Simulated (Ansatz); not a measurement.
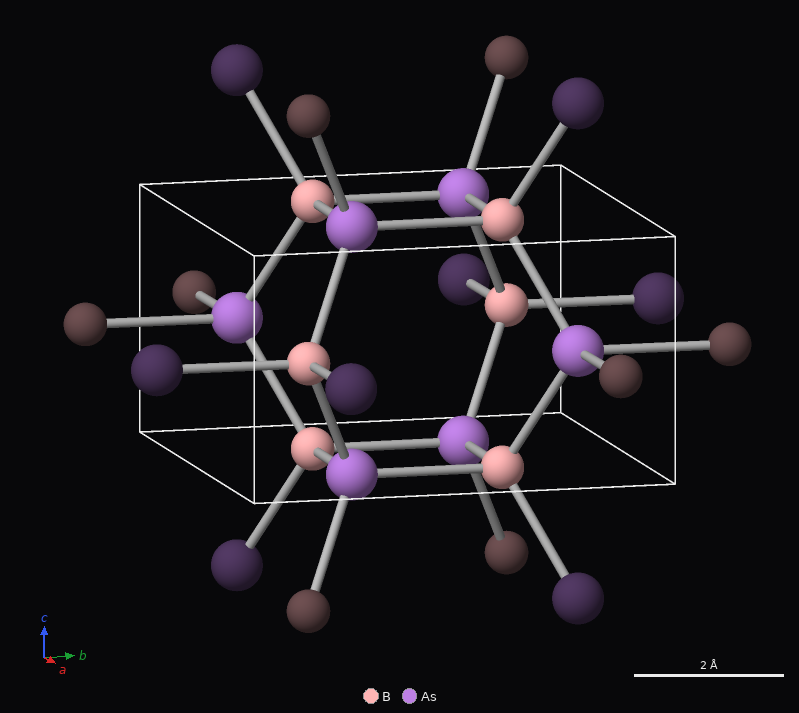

Drawn in the ball-and-stick manner and seen slightly off an axis. One conventional unit cell is framed, with atoms on its boundary repeated. Bonded atoms from the next cells complete the picture, in fainter colours. Cell: a = 5.89 Å, b = 5.89 Å, c = 3.39 Å, α = 90.00°, β = 90.00°, γ = 90.00°.

It derives from a structure type filled with these elements by a generator (whether the compound takes this form wasn't checked). Earlier steps of the study may have refined or changed the cell and positions. An electronic-structure calculation with Ansatz was run on it.

What is this?

Answer. Chemical formula BAs. The atoms follow space group P4_2/mnm (No. 136); the Bravais lattice is primitive tetragonal. One cell contains 4 B, 4 As, 8 atoms in all. B is coordinated by four As in a distorted tetrahedral arrangement at about 2.1 Å. Each As atom has four B in a distorted tetrahedral arrangement at about 2.1 Å around it. The bonds build a three-dimensional framework.

Computational set-up: DFT PBE, scalar-relativistic, plane waves, PAW (Ansatz), 420 eV cutoff, k-points on a 6×6×8 grid, Gaussian smearing of 0.02 eV, no spin polarisation.

What is the electronic character?

Answer. A semiconductor at this level, with a gap of 0.80 eV, indirect.

State the Bader charges by element.

Answer. B +0.11 e; As -0.11 e.

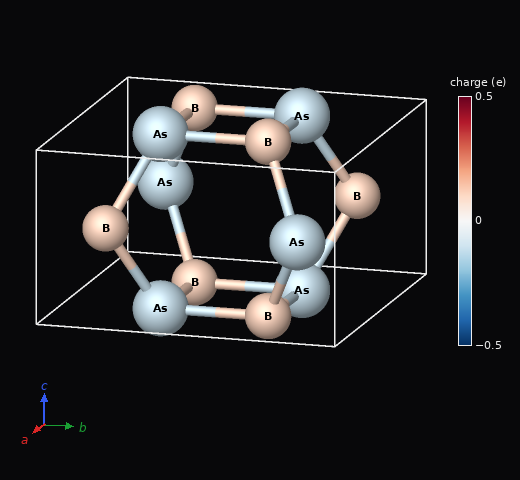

The atoms coloured by those charges. The run's cell of 8 atoms is drawn.

Has the structure come to rest?

Answer. Yes. All forces vanish to within 0.01 eV/Å. The pressure is 0.0 GPa, close to zero.
